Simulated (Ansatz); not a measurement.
**Geometry relaxation, with input and output: C$_{9}$H (part 3 of 3)**

Continued. System: C$_{9}$H (slab, 10 atoms in the cell). Method: DFT PBE+D3(BJ), scalar-relativistic, plane waves, PAW, no spin polarisation (Ansatz 0.2.0); cutoff 420 eV, 12×12×1 k-mesh, Gaussian smearing of 0.1 eV. The structure derives from a Materials Project entry. The input holds or restrains some coordinates. Forces given for the steps count only the free coordinates. It belongs to a series of runs on one base structure; here: CH put at a top C site.

Geometry of the input (Å; fractional positions):
```
2.4655  0.0000  0.0000
-1.2328  2.1341  0.0000
0.0000  0.0000  30.2985
C  0.0833  0.1666  0.2805
C  0.4167  0.8334  0.2805
C  0.5833  0.1666  0.3927
C  0.9167  0.8334  0.3927
C  0.0833  0.1666  0.5049
C  0.4167  0.8334  0.5049
C  0.5833  0.1666  0.6171
C  0.9167  0.8334  0.6171
C  0.5833  0.1666  0.6673
H  0.5833  0.1666  0.7036
```

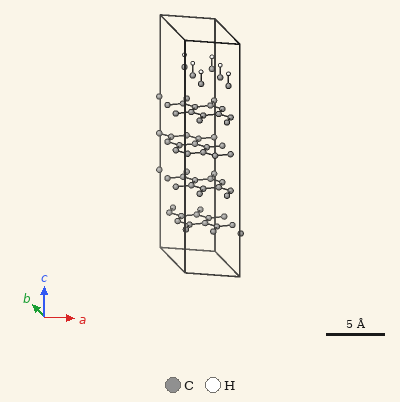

**Figure 1.** The geometry at step 20 of the log (ball-and-stick view of the 2 × 3 repeat of the cell, with the vacuum cut short, seen slightly off an axis).

## Key numbers

```json
{"quantity": "outcome", "value": "converged under the restraints of the input"}
{"quantity": "electrons treated", "value": "37"}
{"quantity": "free energy", "value": "−2271.2307 eV"}
{"quantity": "work function, top face", "value": "4.13 eV"}
{"quantity": "work function, bottom face", "value": "4.29 eV"}
{"quantity": "Fermi energy", "value": "1.241 eV"}
{"quantity": "gap on the k-point mesh", "value": "none (metallic)"}
{"quantity": "final volume", "value": "159.43 Å³"}
{"quantity": "work function (upper face)", "value": "4.13 eV"}
{"quantity": "largest force (length of the vector) at the end, held atoms and coordinates included", "value": "0.018 eV/Å"}
{"quantity": "hardware", "value": "2 threads of Intel Xeon @ 2.50GHz (Skylake/Cascade Lake), 32 GiB of memory available, shared host"}
{"quantity": "wall time", "value": "4.1 min (CPU time 8.1 min)"}
{"quantity": "peak memory", "value": "0.62 GiB"}
```

## Notes

The electronic state found may not be the lowest one. Notes on the run: the exchange-correlation potential is rough where the density is thin.
